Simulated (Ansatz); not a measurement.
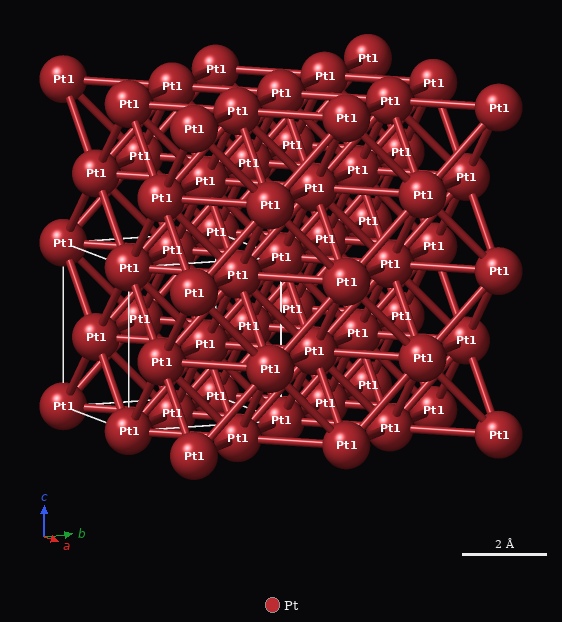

Fig. 1: The structure (ball-and-stick view of the cell 4 times as large as that of the calculation, set on its symmetry axes, repeated 2 × 2 × 2, seen slightly off an axis; atoms are numbered from 1 in the order of the input). Near neighbours in the crystal (not all of them lie inside the picture): Pt has 12 Pt at 2.80 Å.

# What a change does: single-point calculation on Pt

System: Pt (Fm-3m, 1 atom in the cell).
Method of the first run: DFT r2SCAN, scalar-relativistic, plane waves, PAW, no spin polarisation (Ansatz 0.2.0).

Text and figures count atoms from 1; the logs count them from 0 in places.

**Input file, the first run**
```yaml
crystal:
  lattice:
    - [0.0, 1.9834244386, 1.9834244386]
    - [1.9834244386, 0.0, 1.9834244386]
    - [1.9834244386, 1.9834244386, 0.0]
  atoms:
    - { symbol: Pt, position: [0.0, 0.0, 0.0] }
basis:
  ecutwfc: 600
  ecutrho_ratio: 5
kpoints:
  mp_grid: { grid: [18, 18, 18] }
hamiltonian:
  xc: r2scan
scf:
  occupations: { method: gaussian, width: 0.05 }
output:
  forces: true
  stress: true
  eigenvalues: true
```

Hardware: 8 threads of an x86-64 CPU, shared host.

**Output, shortened to warnings, some set-up lines, iterations and results (the first run)**
```
Basis set: ecut = 600 eV, 531 PW (Γ), exchange–correlation on 108×108×108 points (64 copies of the dense FFT grid, shifted against one another)
Symmetry: 48 space group operations
k-points: 195 of 5832
Initial density: superposition of atomic densities (neutral atoms: chi_scale 0, normalization atom), corrected by the library's trained network
[...]
SCF iter   1: F=—  HF=-12536.775865 eV  |F-HF|=—  |Δ(HF+E_count)|=         —  Δρ=1.41e-2  dr2=2.32e-2  dr2_τ=9.51e-3  ethr=1.77e-3  ⟨swp⟩=5.2  Hψ=13788  notcnv=0
SCF iter   2: F=—  HF=-12536.779623 eV  |F-HF|=—  |Δ(HF+E_count)|=   3.76e-3  Δρ=6.55e-3  dr2=4.07e-3  dr2_τ=7.01e-4  ethr=1.29e-4  ⟨swp⟩=2.0  Hψ=4830  notcnv=0  defer=20
SCF iter   3: F=—  HF=-12536.780071 eV  |F-HF|=—  |Δ(HF+E_count)|=   4.48e-4  Δρ=1.30e-3  dr2=1.57e-4  dr2_τ=8.85e-6  ethr=2.26e-5  ⟨swp⟩=2.1  Hψ=4025  notcnv=0  defer=20
SCF iter   4: F=—  HF=-12536.780127 eV  |F-HF|=—  |Δ(HF+E_count)|=   5.60e-5  Δρ=2.43e-4  dr2=7.49e-6  dr2_τ=8.26e-7  ethr=8.73e-7  ⟨swp⟩=2.0  Hψ=3487  notcnv=0  defer=20
SCF iter   5: F=—  HF=-12536.780128 eV  |F-HF|=—  |Δ(HF+E_count)|=   1.24e-6  Δρ=4.60e-5  dr2=1.91e-7  dr2_τ=2.08e-8  ethr=4.16e-8  ⟨swp⟩=2.9  Hψ=4360  notcnv=0  defer=20
SCF iter   6: F=-12536.780128 eV  HF=-12536.780128 eV  |F-HF|=9.68e-9  |Δ(HF+E_count)|=   7.82e-8  Δρ=2.09e-5  dr2=3.63e-8  dr2_τ=2.98e-9  ethr=5.56e-10  ⟨swp⟩=5.1  Hψ=10660  …
SCF 1 converged in 6 iterations: F = -12536.780128 eV  dr2 = 3.63e-8
SCF converged after 6 iterations
Free energy (F): -12536.780128 eV
Harris-Foulkes:  -12536.780128 eV  (|F-HF|=9.68e-9)
Internal energy: -12536.777386 eV  (E = F + TS)
E sigma→0 (E₀):  -12536.778757 eV
Entropy (-TS):   -0.002742 eV (-2.742 meV/atom)
Fermi energy:    22.095573 eV
--- Per-component energies (eV) ---
  E_band       = -162.838354
  E_kinetic    = 637.151965
  E_local      = -1510.912478  (includes V_loc(G=0)·N_el)
  E_nonlocal   = 202.056775
  E_hartree    = 561.020712
  E_xc         = -249.881000
  E_vxc        = -337.186570  (∫ρ·V_xc dr)
  E_paw        = -9479.810904  (= ΣΔE_a)
  E_vpaw       = -297.546877  (= ΣTr[D̂ρ^β])
  E_aug_tail   = 0.000044  (compensation charges beyond the density's cutoff)
  E_vtau       = 21.550653  (kinetic-family band-sum trace: ∫τ·v_τ [+ j·A + Jᵃ·Aᵃ] dr)
  E_ewald      = -2696.171006
  E_core_change = -0.231494  (= ΣΔE_core)
  E_smearing   = -0.002742  (= −TS)
  E_closure    = 0.000000  (closes the sum)
  Σ components = -12536.780128   (vs F -12536.780128, Δ=0.00e0)
--- Forces (eV/Å), atoms counted from 1 ---
  atom   1  Pt    -0.00000000     0.00000000    -0.00000000
  max |Σ_I F_I| component: 1.11e-31 eV/Å
--- Stress (GPa, compression-positive) ---
       -5.247817       0.000000       0.000000
       -0.000000      -5.247817       0.000000
       -0.000000       0.000000      -5.247817
  P = ⅓ Tr σ = -5.2478 GPa (-52.478 kbar)
```

For the second run the input was changed thus:
```diff
-  mp_grid: { grid: [18, 18, 18] }
+  mp_grid: { grid: [8, 8, 8] }
-  xc: r2scan
+  xc: pbe
```

What does this change do to the results?

The total energies belong to different methods, so their difference says nothing on which is more stable or more accurate. The pressure goes from −5.25 to −0.11 GPa. The functional changes from r2SCAN to PBE. The number of SCF iterations is the same. The irreducible k-points go from 195 to 29.

**Output, shortened to warnings, some set-up lines, iterations and results (the second run)**
```
Basis set: ecut = 600 eV, 531 PW (Γ), exchange–correlation on 54×54×54 points (8 copies of the dense FFT grid, shifted against one another)
Symmetry: 48 space group operations
k-points: 29 of 512
Initial density: superposition of atomic densities (neutral atoms: chi_scale 0, normalization atom), corrected by the library's trained network
[...]
SCF iter   1: F=—  HF=-12523.001336 eV  |F-HF|=—  |Δ(HF+E_count)|=         —  Δρ=5.03e-3  dr2=2.48e-3  ethr=1.77e-3  ⟨swp⟩=5.4  Hψ=2072  notcnv=0
SCF iter   2: F=—  HF=-12523.001316 eV  |F-HF|=—  |Δ(HF+E_count)|=   2.06e-5  Δρ=2.50e-3  dr2=5.26e-4  ethr=1.38e-5  ⟨swp⟩=2.0  Hψ=704  notcnv=0
SCF iter   3: F=—  HF=-12523.001347 eV  |F-HF|=—  |Δ(HF+E_count)|=   3.10e-5  Δρ=3.11e-4  dr2=3.84e-6  ethr=2.92e-6  ⟨swp⟩=2.0  Hψ=507  notcnv=0
SCF iter   4: F=—  HF=-12523.001354 eV  |F-HF|=—  |Δ(HF+E_count)|=   7.83e-6  Δρ=3.68e-5  dr2=6.98e-8  ethr=2.13e-8  ⟨swp⟩=2.8  Hψ=680  notcnv=0
SCF iter   5: F=-12523.001354 eV  HF=-12523.001354 eV  |F-HF|=9.60e-10  |Δ(HF+E_count)|=   4.64e-8  Δρ=5.06e-6  dr2=2.60e-9  ethr=3.88e-10  ⟨swp⟩=2.1  Hψ=574  notcnv=0
SCF iter   6: F=-12523.001354 eV  HF=-12523.001354 eV  |F-HF|=1.82e-12  |Δ(HF+E_count)|=  1.35e-10  Δρ=3.70e-7  dr2=4.42e-12  ethr=1.45e-11  ⟨swp⟩=2.4  Hψ=1191  notcnv=0
SCF 1 converged in 6 iterations: F = -12523.001354 eV  dr2 = 4.42e-12
SCF converged after 6 iterations
Free energy (F): -12523.001354 eV
Harris-Foulkes:  -12523.001354 eV  (|F-HF|=1.82e-12)
Internal energy: -12522.998425 eV  (E = F + TS)
E sigma→0 (E₀):  -12522.999890 eV
Entropy (-TS):   -0.002929 eV (-2.929 meV/atom)
Fermi energy:    22.306995 eV
--- Per-component energies (eV) ---
  E_band       = -145.003789
  E_kinetic    = 636.809193
  E_local      = -1504.977301  (includes V_loc(G=0)·N_el)
  E_nonlocal   = 199.539245
  E_hartree    = 557.213804
  E_xc         = -261.629839
  E_vxc        = -302.643130  (∫ρ·V_xc dr)
  E_paw        = -9453.782566  (= ΣΔE_a)
  E_vpaw       = -288.159506  (= ΣTr[D̂ρ^β])
  E_aug_tail   = 0.000044  (compensation charges beyond the density's cutoff)
  E_ewald      = -2696.171006
  E_smearing   = -0.002929  (= −TS)
  E_closure    = -0.000000  (closes the sum)
  Σ components = -12523.001354   (vs F -12523.001354, Δ=0.00e0)
--- Forces (eV/Å), atoms counted from 1 ---
  atom   1  Pt    -0.00000000     0.00000000     0.00000000
  max |Σ_I F_I| component: 4.11e-32 eV/Å
--- Stress (GPa, compression-positive) ---
       -0.114011       0.000000      -0.000000
       -0.000000      -0.114011       0.000000
       -0.000000      -0.000000      -0.114011
  P = ⅓ Tr σ = -0.1140 GPa (-1.140 kbar)
```

**The two runs side by side**

| quantity | the first run | the second run |
| --- | --- | --- |
| outcome | converged | converged |
| free energy per atom (eV) | −12536.7801 | −12523.0014 |
| energy per atom, smearing taken to zero (eV) | −12536.7788 | −12522.9999 |
| gap on the mesh (eV) | 0.00 | 0.00 |
| pressure (GPa) | −5.25 | −0.11 |
| largest force (eV/Å) | 0.000 | 0.000 |
| SCF iterations | 6 | 6 |
| irreducible k-points | 195 | 29 |
| plane waves at Γ | 531 | 531 |

For both runs: Spin–orbit coupling is left out, which matters for Pt. For the first run: The cell is under a tension of 5.2 GPa at this level, so it is not at its equilibrium volume.
